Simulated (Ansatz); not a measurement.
# Geometry relaxation of Ta (part 1 of 3)

Ta (slab, 16 atoms in the cell), computed with DFT PBE+D3(BJ), scalar-relativistic, plane waves, PAW, no spin polarisation (Ansatz 0.2.0).

The structure derives from an entry of the Crystallography Open Database. The input holds or restrains some coordinates. Forces given for the steps count only the free coordinates. It belongs to a series of runs on one base structure; here: clean slab, lower planes held. Figures and captions count atoms from 1; the log counts them from 0 in places.

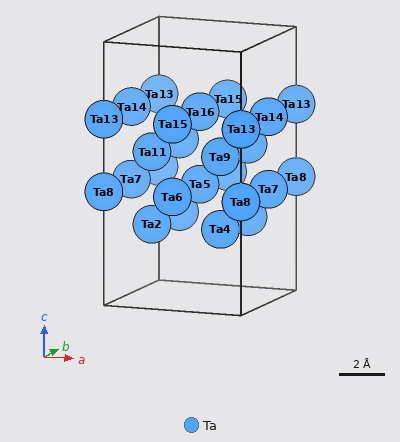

Fig. 1: The starting structure (spheres-only view of the cell of the calculation, with the vacuum cut short, seen slightly off an axis; atoms are numbered from 1 in the order of the input). An atom can appear more than once, as a periodic image.

Input
```yaml
crystal:
  lattice:
    - [6.5698933887, 0.0, 0.0]
    - [0.0, 6.5698933887, 0.0]
    - [0.0, 0.0, 20.9274200415]
  atoms:
    - { symbol: Ta, position: [0.25, 0.75, 0.3822735905] }
    - { symbol: Ta, position: [0.25, 0.25, 0.3822735905] }
    - { symbol: Ta, position: [0.75, 0.75, 0.3822735905] }
    - { symbol: Ta, position: [0.75, 0.25, 0.3822735905] }
    - { symbol: Ta, position: [0.5, 0.5, 0.4607578635] }
    - { symbol: Ta, position: [0.5, 0.0, 0.4607578635] }
    - { symbol: Ta, position: [0.0, 0.5, 0.4607578635] }
    - { symbol: Ta, position: [0.0, 0.0, 0.4607578635] }
    - { symbol: Ta, position: [0.75, 0.25, 0.5392421365] }
    - { symbol: Ta, position: [0.75, 0.75, 0.5392421365] }
    - { symbol: Ta, position: [0.25, 0.25, 0.5392421365] }
    - { symbol: Ta, position: [0.25, 0.75, 0.5392421365] }
    - { symbol: Ta, position: [0.0, 0.0, 0.6177264095] }
    - { symbol: Ta, position: [0.0, 0.5, 0.6177264095] }
    - { symbol: Ta, position: [0.5, 0.0, 0.6177264095] }
    - { symbol: Ta, position: [0.5, 0.5, 0.6177264095] }
basis:
  ecutwfc: 420
kpoints:
  mp_grid: { grid: [3, 3, 1] }
hamiltonian:
  xc: pbe
  dispersion: d3bj
scf:
  occupations: { method: gaussian, width: 0.1 }
output:
  forces: true
  eigenvalues: true
  write_density: true
  write_potential: true
  elf: true
  volumetric_format: npy
relax:
  adjacent_minimum: "off"
  f_tol: 0.03
  max_steps: 70
  constraints: [{ sites: [0, 1, 2, 3, 4, 5, 6, 7] }]
efield:
  axis: 3
  dipole_correction: true
  ramp_width: 0.04
```

Run on 4 threads of Intel Xeon (Sapphire Rapids), 16 GiB of memory available, shared host.

Launch command:
```bash
ansatz run input.yaml --threads 4 --pin off --max-ram 12288MiB --backend cpu --events-out ev --progress --plain --runs-dir out
```

Output
```
Engine: ansatz 0.2.0, x86_64-unknown-linux-gnu
Pseudopotentials: kind: paw
Pseudopotential: Ta, paw, valence charge 13, recommended cutoff 420 eV (normal), Ta.paw.azcp
Functional definition: PBE
  parameter kappa = 0.804
  parameter beta = 0.06672455060314922
  exchange = pbe_x(kappa = kappa, mu = beta*pi^2/3)
  correlation = pbe_c(beta = beta)
Crystal: 16 atoms, lattice volume = 903.301 Å³
Basis set: ecut = 420 eV, 17585 PW (Γ), exchange–correlation on 90×90×288 points (8 copies of the dense FFT grid, shifted against one another)
Bands: 125, of which v1, the nominal top of the filled ones, is band 104 counted from 1 (103 counted from 0)
Symmetry: 32 space group operations
k-points: 3 of 9
Non-local potential: Ta, projectors of the file, l = 0: 3, l = 1: 2, l = 2: 2, l = 3: 1
PAW form: soft (Blöchl's): semilocal exchange-correlation on the pseudo side does not see the compensation charge
PAW one-centre angular grid: Ta, 590 points (default); XC on 64 Gauss nodes
Initial density: superposition of atomic densities (neutral atoms: chi_scale 0, normalization atom), corrected by the library's trained network
Initial wavefunctions: pseudopotential atomic-orbital guess
Functional: x = pbe(κ = 0.804, μ = 0.2195149727645171), c = pbe(β = 0.06672455060314922)
SCF iter   1: F=—  HF=-158907.619917 eV  |F-HF|=—  |Δ(HF+E_count)|=         —  Δρ=8.28e-3  dr2=3.32e0  ethr=1.77e-3  p=0.000 e·Å  D=4.77e-14 V/Å  ΔV_dip=-0.00 eV  dr2_dipole=1.09e-6  V_vac-E_F(+/−)=3.91/3.91 eV  ⟨swp⟩=12.0  Hψ=1886  notcnv=0
efield: sawtooth ramp at fractional position 0.9800 (placed from the atoms, in the widest stretch of the axis that holds none; the zero of the levels goes with the place), width 0.0400; the density the first Hamiltonian is built on has a dipole p = 0.000 e·Å; the dipole correction subtracts the counter field D = 4.77e-14 V/Å, which shifts the + side's vacuum level by -0.00 eV against the − side's; the planar-averaged density in the ramp window peaks in size at 5.6e-5 e/Å³
preconditioner: auto → LDOS  [metal: Δε(μ)=0.099 eV  Ē_g=3.261 eV  σ=0.100 eV  W_gap=0.49  n_scr=138 (ndim 8)  ℏωp=11.1 eV  f_vac=0.564  D(μ)=11.83/eV (n_scr^D=66)  β→1.0]
SCF iter   2: F=—  HF=-158907.898571 eV  |F-HF|=—  |Δ(HF+E_count)|=   2.79e-1  Δρ=1.06e-2  dr2=9.07e0  ethr=1.59e-3  p=0.000 e·Å  D=3.55e-5 V/Å  ΔV_dip=-0.00 eV  dr2_dipole=3.11e-6  V_vac-E_F(+/−)=3.87/3.87 eV  ⟨swp⟩=3.0  Hψ=638  notcnv=0  defer=21  recentre
SCF iter   3: F=—  HF=-158907.375174 eV  |F-HF|=—  |Δ(HF+E_count)|=   5.23e-1  Δρ=3.58e-3  dr2=6.16e-1  ethr=1.59e-3  p=0.000 e·Å  D=1.06e-5 V/Å  ΔV_dip=-0.00 eV  dr2_dipole=3.49e-7  V_vac-E_F(+/−)=3.95/3.95 eV  ⟨swp⟩=3.0  Hψ=551  notcnv=0  defer=21
SCF iter   4: F=—  HF=-158907.342082 eV  |F-HF|=—  |Δ(HF+E_count)|=   3.31e-2  Δρ=6.90e-4  dr2=6.18e-3  ethr=2.96e-4  p=-0.000 e·Å  D=-1.40e-5 V/Å  ΔV_dip=0.00 eV  dr2_dipole=5.22e-8  V_vac-E_F(+/−)=3.98/3.98 eV  ⟨swp⟩=1.7  Hψ=457  notcnv=0  defer=21
SCF iter   5: F=—  HF=-158907.342116 eV  |F-HF|=—  |Δ(HF+E_count)|=   3.42e-5  Δρ=2.52e-4  dr2=3.40e-3  ethr=2.97e-6  p=-0.000 e·Å  D=-7.49e-6 V/Å  ΔV_dip=0.00 eV  dr2_dipole=3.43e-9  V_vac-E_F(+/−)=4.00/4.00 eV  ⟨swp⟩=3.0  Hψ=606  notcnv=0  defer=21
SCF iter   6: F=—  HF=-158907.342199 eV  |F-HF|=—  |Δ(HF+E_count)|=   8.34e-5  Δρ=7.81e-5  dr2=2.99e-4  ethr=1.63e-6  p=-0.000 e·Å  D=-5.46e-6 V/Å  ΔV_dip=0.00 eV  dr2_dipole=3.24e-10  V_vac-E_F(+/−)=4.01/4.01 eV  ⟨swp⟩=2.0  Hψ=429  notcnv=0  defer=21
SCF iter   7: F=-158907.342214 eV  HF=-158907.342221 eV  |F-HF|=7.01e-6  |Δ(HF+E_count)|=   2.11e-5  Δρ=2.56e-5  dr2=1.61e-5  ethr=1.08e-8  p=-0.000 e·Å  D=-2.01e-6 V/Å  ΔV_dip=0.00 eV  dr2_dipole=2.33e-12  V_vac-E_F(+/−)=4.02/4.02 eV  ⟨swp⟩=25.3  Hψ=4063  notcnv=0
SCF 1 converged in 7 iterations: F = -158907.342214 eV  dr2 = 1.61e-5
  greatest PAW one-centre occupation: 0.999 electrons in one spin orbital (limit 2), on the Ta atom at site 7 (counted from 0), in its partial waves of l = 0
relax step   1: F+E_penalty+E_count = -158907.34221354 eV  Δ(F+E_penalty+E_count) = +0.000e0 eV  max|allowed force component| = 6.655e-1 eV/Å  Δτ_max = 0.0000 Å  (7 SCF iters, dr2 threshold 2.25e-5 eV, accepted)
Initial density: handed on by an earlier stage of this run
Initial wavefunctions: those handed on with the density
iter 1 solved again at ethr=1.66e-3 eV; its pass at ethr=3.10e-3 eV (dr2=3.45e0 eV) is discarded
SCF iter   1: F=—  HF=-158907.719499 eV  |F-HF|=—  |Δ(HF+E_count)|=         —  Δρ=1.09e-2  dr2=3.61e0  ethr=1.66e-3  p=-0.000 e·Å  D=-3.94e-6 V/Å  ΔV_dip=0.00 eV  dr2_dipole=8.54e-2  V_vac-E_F(+/−)=4.07/4.07 eV  ⟨swp⟩=1.0  Hψ=1320  notcnv=0  defer=15
efield: sawtooth ramp at fractional position 0.9800 (handed on by an earlier solve), width 0.0400; the density the first Hamiltonian is built on has a dipole p = -0.000 e·Å; the dipole correction subtracts the counter field D = -3.94e-6 V/Å, which shifts the + side's vacuum level by +0.00 eV against the − side's; the planar-averaged density in the ramp window peaks in size at 4.5e-6 e/Å³
preconditioner: auto → LDOS  [metal: Δε(μ)=0.014 eV  Ē_g=3.370 eV  σ=0.100 eV  W_gap=0.08  n_scr=138 (ndim 8)  ℏωp=11.1 eV  f_vac=0.572  D(μ)=34.55/eV (n_scr^D=284)  β→1.0]
SCF iter   2: F=—  HF=-158907.398542 eV  |F-HF|=—  |Δ(HF+E_count)|=   3.21e-1  Δρ=5.09e-3  dr2=1.23e0  ethr=1.66e-3  p=0.073 e·Å  D=1.47e-2 V/Å  ΔV_dip=-0.31 eV  dr2_dipole=5.41e-1  V_vac-E_F(+/−)=3.76/4.07 eV  ⟨swp⟩=3.0  Hψ=539  notcnv=0  defer=15
SCF iter   3: F=—  HF=-158907.361701 eV  |F-HF|=—  |Δ(HF+E_count)|=   3.68e-2  Δρ=1.78e-3  dr2=2.39e-1  ethr=5.93e-4  p=0.047 e·Å  D=9.39e-3 V/Å  ΔV_dip=-0.20 eV  dr2_dipole=3.68e-2  V_vac-E_F(+/−)=3.84/4.03 eV  ⟨swp⟩=2.0  Hψ=543  notcnv=0  defer=21
SCF iter   4: F=—  HF=-158907.355122 eV  |F-HF|=—  |Δ(HF+E_count)|=   6.58e-3  Δρ=9.44e-4  dr2=4.84e-2  ethr=1.15e-4  p=0.048 e·Å  D=9.67e-3 V/Å  ΔV_dip=-0.20 eV  dr2_dipole=1.30e-2  V_vac-E_F(+/−)=3.80/4.00 eV  ⟨swp⟩=2.0  Hψ=471  notcnv=0  defer=21
SCF iter   5: F=—  HF=-158907.351299 eV  |F-HF|=—  |Δ(HF+E_count)|=   3.82e-3  Δρ=1.98e-4  dr2=3.55e-3  ethr=2.33e-5  p=0.048 e·Å  D=9.68e-3 V/Å  ΔV_dip=-0.20 eV  dr2_dipole=1.37e-3  V_vac-E_F(+/−)=3.79/3.99 eV  ⟨swp⟩=2.0  Hψ=469  notcnv=0  defer=21
SCF iter   6: F=—  HF=-158907.351152 eV  |F-HF|=—  |Δ(HF+E_count)|=   1.47e-4  Δρ=1.22e-4  dr2=6.03e-4  ethr=1.71e-6  p=0.048 e·Å  D=9.57e-3 V/Å  ΔV_dip=-0.20 eV  dr2_dipole=9.68e-5  V_vac-E_F(+/−)=3.79/3.99 eV  ⟨swp⟩=2.0  Hψ=511  notcnv=0  defer=21
SCF iter   7: F=—  HF=-158907.351124 eV  |F-HF|=—  |Δ(HF+E_count)|=   2.82e-5  Δρ=4.69e-5  dr2=8.68e-5  ethr=2.90e-7  p=0.048 e·Å  D=9.60e-3 V/Å  ΔV_dip=-0.20 eV  dr2_dipole=2.71e-5  V_vac-E_F(+/−)=3.78/3.99 eV  ⟨swp⟩=2.0  Hψ=493  notcnv=0  defer=21
SCF iter   8: F=-158907.351128 eV  HF=-158907.351130 eV  |F-HF|=2.34e-6  |Δ(HF+E_count)|=   6.69e-6  Δρ=1.56e-5  dr2=5.04e-6  ethr=1.33e-8  p=0.048 e·Å  D=9.63e-3 V/Å  ΔV_dip=-0.20 eV  dr2_dipole=2.47e-7  V_vac-E_F(+/−)=3.78/3.98 eV  ⟨swp⟩=26.7  Hψ=3940  notcnv=0
SCF 2 converged in 8 iterations: F = -158907.351128 eV  dr2 = 5.04e-6
  greatest PAW one-centre occupation: 1.000 electrons in one spin orbital (limit 2), on the Ta atom at site 11 (counted from 0), in its partial waves of l = 0
relax step   2: F+E_penalty+E_count = -158907.35112803 eV  Δ(F+E_penalty+E_count) = -8.914e-3 eV  max|allowed force component| = 7.071e-1 eV/Å  Δτ_max = 0.1991 Å  (8 SCF iters, dr2 threshold 2.77e-5 eV, accepted)
iter 1 solved again at ethr=5.00e-4 eV; its pass at ethr=3.10e-3 eV (dr2=1.04e0 eV) is discarded
SCF iter   1: F=—  HF=-158907.581776 eV  |F-HF|=—  |Δ(HF+E_count)|=         —  Δρ=5.59e-3  dr2=9.55e-1  ethr=5.00e-4  p=0.048 e·Å  D=9.63e-3 V/Å  ΔV_dip=-0.20 eV  dr2_dipole=1.36e-2  V_vac-E_F(+/−)=3.77/3.97 eV  ⟨swp⟩=1.0  Hψ=1123  notcnv=0  defer=22
efield: sawtooth ramp at fractional position 0.9800 (handed on by an earlier solve), width 0.0400; the density the first Hamiltonian is built on has a dipole p = 0.048 e·Å; the dipole correction subtracts the counter field D = 9.63e-3 V/Å, which shifts the + side's vacuum level by -0.20 eV against the − side's; the planar-averaged density in the ramp window peaks in size at 6.0e-6 e/Å³
preconditioner: auto → LDOS  [metal: Δε(μ)=0.069 eV  Ē_g=3.220 eV  σ=0.100 eV  W_gap=0.37  n_scr=138 (ndim 8)  ℏωp=11.1 eV  f_vac=0.567  D(μ)=22.14/eV (n_scr^D=130)  β→1.0]
SCF iter   2: F=—  HF=-158907.513856 eV  |F-HF|=—  |Δ(HF+E_count)|=   6.79e-2  Δρ=3.18e-3  dr2=2.74e-1  ethr=4.59e-4  p=0.016 e·Å  D=3.27e-3 V/Å  ΔV_dip=-0.07 eV  dr2_dipole=1.45e-2  V_vac-E_F(+/−)=3.91/3.98 eV  ⟨swp⟩=3.0  Hψ=528  notcnv=0  defer=22
SCF iter   3: F=—  HF=-158907.487034 eV  |F-HF|=—  |Δ(HF+E_count)|=   2.68e-2  Δρ=7.67e-4  dr2=2.69e-2  ethr=1.32e-4  p=0.027 e·Å  D=5.46e-3 V/Å  ΔV_dip=-0.11 eV  dr2_dipole=6.13e-9  V_vac-E_F(+/−)=3.88/3.99 eV  ⟨swp⟩=2.3  Hψ=475  notcnv=0  defer=22
SCF iter   4: F=—  HF=-158907.484696 eV  |F-HF|=—  |Δ(HF+E_count)|=   2.34e-3  Δρ=1.84e-4  dr2=9.82e-4  ethr=1.29e-5  p=0.022 e·Å  D=4.45e-3 V/Å  ΔV_dip=-0.09 eV  dr2_dipole=2.94e-5  V_vac-E_F(+/−)=3.90/3.99 eV  ⟨swp⟩=4.0  Hψ=537  notcnv=0  defer=20
SCF iter   5: F=—  HF=-158907.484591 eV  |F-HF|=—  |Δ(HF+E_count)|=   1.05e-4  Δρ=5.76e-5  dr2=1.96e-4  ethr=4.72e-7  p=0.020 e·Å  D=4.02e-3 V/Å  ΔV_dip=-0.08 eV  dr2_dipole=2.53e-5  V_vac-E_F(+/−)=3.91/4.00 eV  ⟨swp⟩=2.7  Hψ=569  notcnv=0  defer=20
SCF iter   6: F=-158907.484593 eV  HF=-158907.484603 eV  |F-HF|=9.97e-6  |Δ(HF+E_count)|=   1.19e-5  Δρ=2.31e-5  dr2=2.25e-5  ethr=1.50e-8  p=0.019 e·Å  D=3.71e-3 V/Å  ΔV_dip=-0.08 eV  dr2_dipole=1.27e-6  V_vac-E_F(+/−)=3.92/4.00 eV  ⟨swp⟩=26.7  Hψ=4137  notcnv=0
SCF 3 converged in 6 iterations: F = -158907.484593 eV  dr2 = 2.25e-5
relax step   3: F+E_penalty+E_count = -158907.48459321 eV  Δ(F+E_penalty+E_count) = -1.335e-1 eV  max|allowed force component| = 4.018e-2 eV/Å  Δτ_max = 0.1021 Å  (6 SCF iters, dr2 threshold 3.13e-5 eV, accepted)
```
